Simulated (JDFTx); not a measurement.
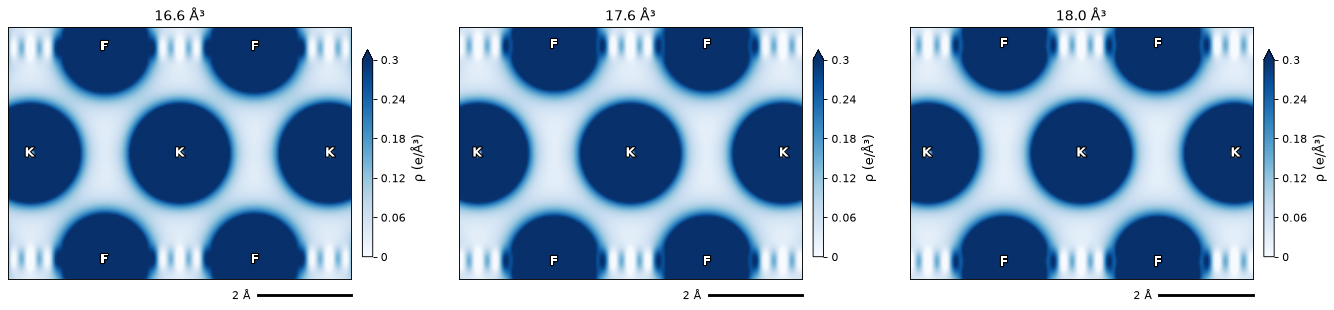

KF. The valence electron density of cells scaled evenly to different volumes (given per atom above each panel), on the (101) plane of each (indices in the axes of the cell below), at one length scale and on one colour scale.

A structure from a database of computed crystals, not necessarily the ambient phase.

Theory: JDFTx 1.7.0 (patched build), Kohn-Sham DFT of a periodic cell, PBE, PseudoDojo-SR-PBE-0.5-standard.

In a pseudopotential calculation such maps are meaningful between the atoms, not at the nuclei.

The largest cell:

```
K F
1.0
     3.32287    0.00000    0.00000
     0.00000    3.32287    0.00000
     0.00000    0.00000    3.32287
K F
1 1
Direct
  0.00000 0.00000 0.00000
  0.50000 0.50000 0.50000
```

| volume (Å³/atom) | K–F contact in the plane (Å) | ρ at its midpoint (e/Å³) | pressure (GPa) | gap on the mesh (eV) | 
| --- | --- | --- | --- | --- |
| 16.61 | 2.784 | 0.095 | 1.4 | 6.58 | 
| 17.31 | 2.822 | ? | ? | ? | 
| 17.65 | 2.841 | 0.084 | −0.7 | 6.15 | 
| 18.00 | 2.859 | 0.080 | −1.3 | 6.03 | 
| 18.34 | 2.878 | 0.077 | −1.7 | 5.90 | 

What values belong in the row with question marks?

Answer. Over the known rows ln ρ falls by 2.25 per Å of K–F distance (a least-squares line), which gives 0.087 e/Å³ at 2.822 Å; the calculation gives 0.087 e/Å³. For the pressure, a straight line in volume between the neighbouring rows gives 0.0 GPa; the calculation gives −0.1. For the gap on the mesh, a straight line in volume between the neighbouring rows gives 6.29 eV; the calculation gives 6.29.
